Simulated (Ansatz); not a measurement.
**GaN: 5 runs along one coordinate**

System: GaN (I-4m2, 2 atoms in the cell).
Method: DFT r2SCAN, scalar-relativistic, plane waves, PAW, no spin polarisation (Ansatz 0.2.0).

The 5 runs differ only in the geometry, by a strain of the cell at fixed fractional positions. Against run 3, the strain is εxx = η and εyy = η. The structure derives from a Materials Project entry.

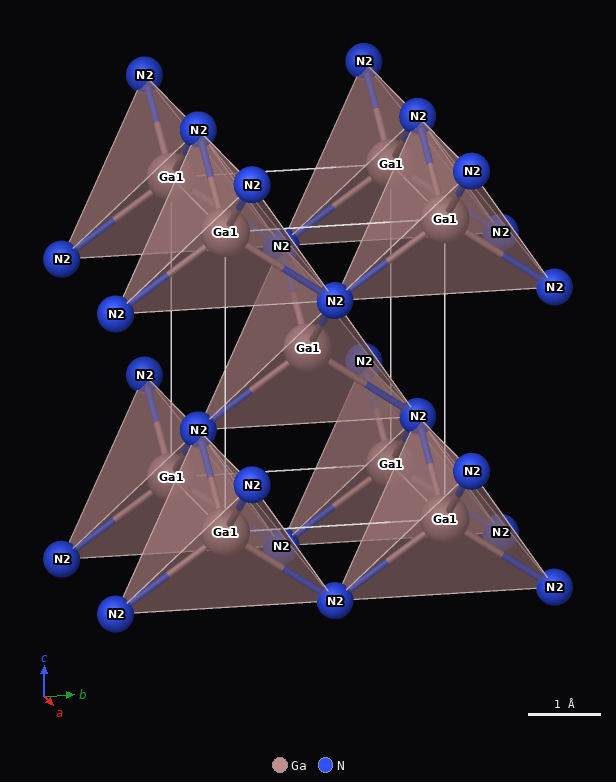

Figure 1. The structure of run 3 (polyhedral view of the cell 2 times as large as that of the calculation, set on its symmetry axes, seen slightly off an axis; polyhedra are completed across the faces of the cell; atoms are numbered from 1 in the order of the input). An atom can appear more than once, as a periodic image.

**Input of run 3**
```yaml
crystal:
  lattice:
    - [0.0, 2.2489367689, 2.1814686658]
    - [2.2489367689, 0.0, 2.1814686658]
    - [2.2489367689, 2.2489367689, 0.0]
  atoms:
    - { symbol: Ga, position: [0.0, 0.0, 0.0] }
    - { symbol: "N", position: [0.75, 0.75, 0.75] }
basis:
  ecutwfc: 500
kpoints:
  mp_grid: { grid: [10, 10, 10] }
hamiltonian:
  xc: r2scan
scf:
  occupations: { method: gaussian, width: 0.05 }
output:
  forces: true
  stress: true
  eigenvalues: true
```

Command:
```bash
ansatz run input.yaml --threads 2 --pin off --max-ram 5120MiB --backend cpu --events-out ev --progress --plain --runs-dir out
```

Lattice vectors (Å) and fractional positions of run 3:
```
   0.000000    2.248937    2.181469
   2.248937    0.000000    2.181469
   2.248937    2.248937    0.000000
Ga  0.000000  0.000000  0.000000
N   0.750000  0.750000  0.750000
```

Run 4 differs from it as follows:
```diff
-    - [0.0, 2.2489367689, 2.1814686658]
-    - [2.2489367689, 0.0, 2.1814686658]
-    - [2.2489367689, 2.2489367689, 0.0]
+    - [0.0, 2.2826708204, 2.1814686658]
+    - [2.2826708204, 0.0, 2.1814686658]
+    - [2.2826708204, 2.2826708204, 0.0]
```

**Results, with one run withheld**

```tsv
run	strain parameter η (%)	free energy per atom, from the lowest run given (meV)	pressure (GPa)	gap on the mesh (eV)
1	−3.0000	53.28	21.85	2.78
2	−1.5000	18.34	13.57	2.53
3	0.0000	0.00	6.32	2.28
4	1.5000	?	?	?
5	3.0000	7.11	−5.53	1.80
```

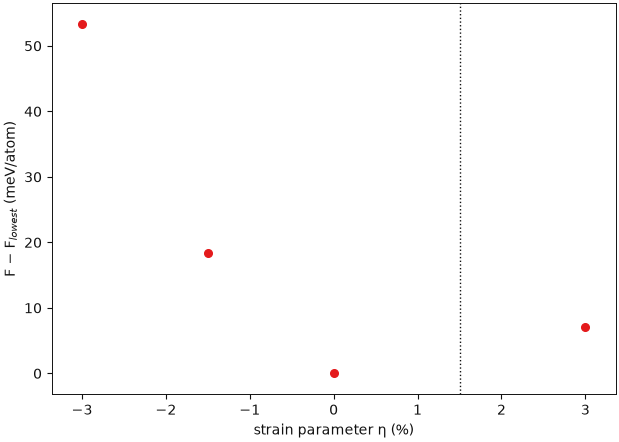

Figure 2. Free energy per atom of the runs given; the dotted line marks run 4.

Fit the runs given and predict run 4.

A quadratic polynomial in the coordinate, fitted to the 4 runs given, misses them by at most 0.44 meV per atom. With x = η + 0.3750, it reads F = 3.0202 − 10.198 x + 3.3854 x² (meV per atom). At run 4 it gives −4.20 meV per atom, and the run itself gives −3.27. The fit has its minimum at η = 1.1312 %. The fit misses that run by 0.93 meV per atom. The gap on the mesh goes, without turning, from 2.78 eV in run 1 to 1.80 eV in run 5; run 4 has 2.04 eV. These are gaps of this functional on this mesh, which can miss the band edges; they aren't the measured gap.

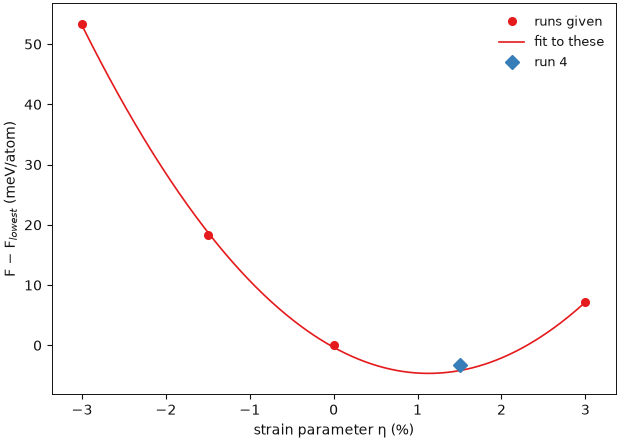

Figure 3. The fit and the withheld run.

**Output, shortened to warnings, some set-up lines, iterations and results (run 4)**
```
Basis set: ecut = 500 eV, 567 PW (Γ), exchange–correlation on 96×96×96 points (64 copies of the dense FFT grid, shifted against one another)
Symmetry: 8 space group operations
k-points: 102 of 1000 (time reversal used)
Initial density: superposition of atomic densities (neutral atoms: chi_scale 0, normalization atom), corrected by the library's trained network
[...]
SCF iter   1: F=—  HF=-4176.329428 eV  |F-HF|=—  |Δ(HF+E_count)|=         —  Δρ=1.24e-2  dr2=1.35e-2  dr2_τ=9.52e-2  ethr=1.77e-3  ⟨swp⟩=4.8  Hψ=6771  notcnv=0
SCF iter   2: F=—  HF=-4176.361025 eV  |F-HF|=—  |Δ(HF+E_count)|=   3.16e-2  Δρ=4.56e-3  dr2=2.94e-3  dr2_τ=1.07e-4  ethr=7.48e-5  ⟨swp⟩=2.0  Hψ=3468  notcnv=0
SCF iter   3: F=—  HF=-4176.361101 eV  |F-HF|=—  |Δ(HF+E_count)|=   7.62e-5  Δρ=3.16e-3  dr2=7.40e-4  dr2_τ=6.26e-5  ethr=1.64e-5  ⟨swp⟩=2.0  Hψ=2512  notcnv=0
SCF iter   4: F=—  HF=-4176.361194 eV  |F-HF|=—  |Δ(HF+E_count)|=   9.33e-5  Δρ=7.54e-4  dr2=9.99e-5  dr2_τ=3.08e-5  ethr=4.11e-6  ⟨swp⟩=3.0  Hψ=2249  notcnv=0
SCF iter   5: F=—  HF=-4176.361185 eV  |F-HF|=—  |Δ(HF+E_count)|=   8.98e-6  Δρ=1.43e-4  dr2=4.49e-6  dr2_τ=2.51e-7  ethr=5.55e-7  ⟨swp⟩=2.1  Hψ=1720  notcnv=0
SCF iter   6: F=—  HF=-4176.361184 eV  |F-HF|=—  |Δ(HF+E_count)|=   7.63e-7  Δρ=9.85e-5  dr2=2.14e-6  dr2_τ=1.21e-7  ethr=2.49e-8  ⟨swp⟩=2.0  Hψ=2066  notcnv=0
SCF iter   7: F=—  HF=-4176.361184 eV  |F-HF|=—  |Δ(HF+E_count)|=   2.93e-7  Δρ=4.76e-5  dr2=5.03e-7  dr2_τ=5.37e-9  ethr=1.19e-8  ⟨swp⟩=1.0  Hψ=1326  notcnv=0
SCF iter   8: F=-4176.361184 eV  HF=-4176.361184 eV  |F-HF|=1.45e-8  |Δ(HF+E_count)|=   9.23e-8  Δρ=9.94e-6  dr2=2.30e-8  dr2_τ=1.85e-10  ethr=5.56e-10  ⟨swp⟩=2.9  Hψ=4651  …
SCF 1 converged in 8 iterations: F = -4176.361184 eV  dr2 = 2.30e-8
SCF converged after 8 iterations
Free energy (F): -4176.361184 eV
Harris-Foulkes:  -4176.361184 eV  (|F-HF|=1.45e-8)
Internal energy: -4176.361184 eV  (E = F + TS)
E sigma→0 (E₀):  -4176.361184 eV
Fermi energy:    10.626087 eV
--- Per-component energies (eV) ---
  E_band       = -14.863690
  E_kinetic    = 247.078632
  E_local      = -1947.212341  (includes V_loc(G=0)·N_el)
  E_nonlocal   = 476.378177
  E_hartree    = 898.427730
  E_xc         = -121.770453
  E_vxc        = -143.636498  (∫ρ·V_xc dr)
  E_paw        = -2137.221180  (= ΣΔE_a)
  E_vpaw       = -452.175586  (= ΣTr[D̂ρ^β])
  E_aug_tail   = -0.000023  (compensation charges beyond the density's cutoff)
  E_vtau       = 7.850244  (kinetic-family band-sum trace: ∫τ·v_τ [+ j·A + Jᵃ·Aᵃ] dr)
  E_ewald      = -1591.359092
  E_core_change = -0.682634  (= ΣΔE_core)
  E_smearing   = -0.000000  (= −TS)
  E_closure    = -0.000000  (closes the sum)
  Σ components = -4176.361184   (vs F -4176.361184, Δ=0.00e0)
--- Forces (eV/Å), atoms counted from 1 ---
  atom   1  Ga    -0.00000000    -0.00000000     0.00000000
  atom   2  N      0.00000000    -0.00000000     0.00000000
  max |Σ_I F_I| component: 1.73e-17 eV/Å
--- Stress (GPa, compression-positive) ---
       -1.805131      -0.000000       0.000000
        0.000000      -1.805131       0.000000
        0.000000       0.000000       3.555219
  P = ⅓ Tr σ = -0.0183 GPa (-0.183 kbar)
```
